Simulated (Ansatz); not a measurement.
```cif
data_structure
_symmetry_space_group_name_H-M 'P 1'
_symmetry_Int_Tables_number 1
_cell_length_a 2.5562
_cell_length_b 6.2614
_cell_length_c 30.2340
_cell_angle_alpha 90.000
_cell_angle_beta 90.000
_cell_angle_gamma 90.000
_cell_volume 483.90
loop_
_atom_site_label
_atom_site_type_symbol
_atom_site_fract_x
_atom_site_fract_y
_atom_site_fract_z
_atom_site_occupancy
Cu1 Cu 0.00000 0.99983 0.23360 1
Cu2 Cu 0.50000 0.32816 0.25485 1
Cu3 Cu 0.00000 0.65813 0.27705 1
Cu4 Cu 0.50000 0.99019 0.30388 1
Cu5 Cu 0.00000 0.32989 0.32803 1
Cu6 Cu 0.50000 0.66264 0.35231 1
Cu7 Cu 0.00000 0.99738 0.37703 1
Cu8 Cu 0.50000 0.33151 0.40169 1
Cu9 Cu 0.00000 0.66507 0.42621 1
Cu10 Cu 0.50000 0.99878 0.45080 1
Cu11 Cu 0.00000 0.33279 0.47547 1
Cu12 Cu 0.50000 0.66667 0.50000 1
Cu13 Cu 0.00000 0.00054 0.52453 1
Cu14 Cu 0.50000 0.33455 0.54920 1
Cu15 Cu 0.00000 0.66827 0.57379 1
Cu16 Cu 0.50000 0.00182 0.59831 1
Cu17 Cu 0.00000 0.33595 0.62297 1
Cu18 Cu 0.50000 0.67069 0.64769 1
Cu19 Cu 0.00000 0.00344 0.67197 1
Cu20 Cu 0.50000 0.34314 0.69612 1
Cu21 Cu 0.00000 0.67520 0.72295 1
Cu22 Cu 0.50000 0.00517 0.74515 1
Cu23 Cu 0.00000 0.33350 0.76640 1
```

Computed without spin polarisation.

The calculation used Ansatz, DFT PBE, scalar-relativistic, plane waves, PAW.

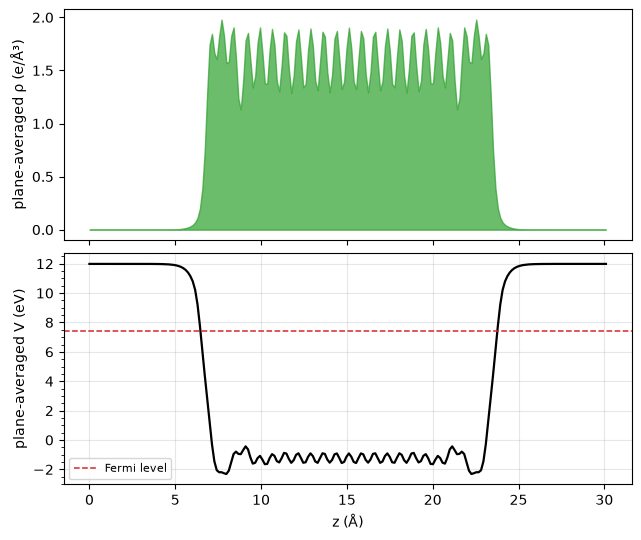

Cu (slab). Plane average of the electrostatic potential energy of an electron and of the valence charge density (pseudo) across the slab.

The density is the valence pseudo-density of a PAW calculation; it isn't the true density close to the nuclei.

What is the work function?

Answer. The potential is flat in the vacuum, 4.55 eV above the Fermi level; this is the work function, the same on both faces.

How thick is the slab, and how wide the vacuum?

Answer. The outermost nuclei are 16.1 Å apart, in 23 atomic planes; the vacuum between periodic images is 14.1 Å wide.
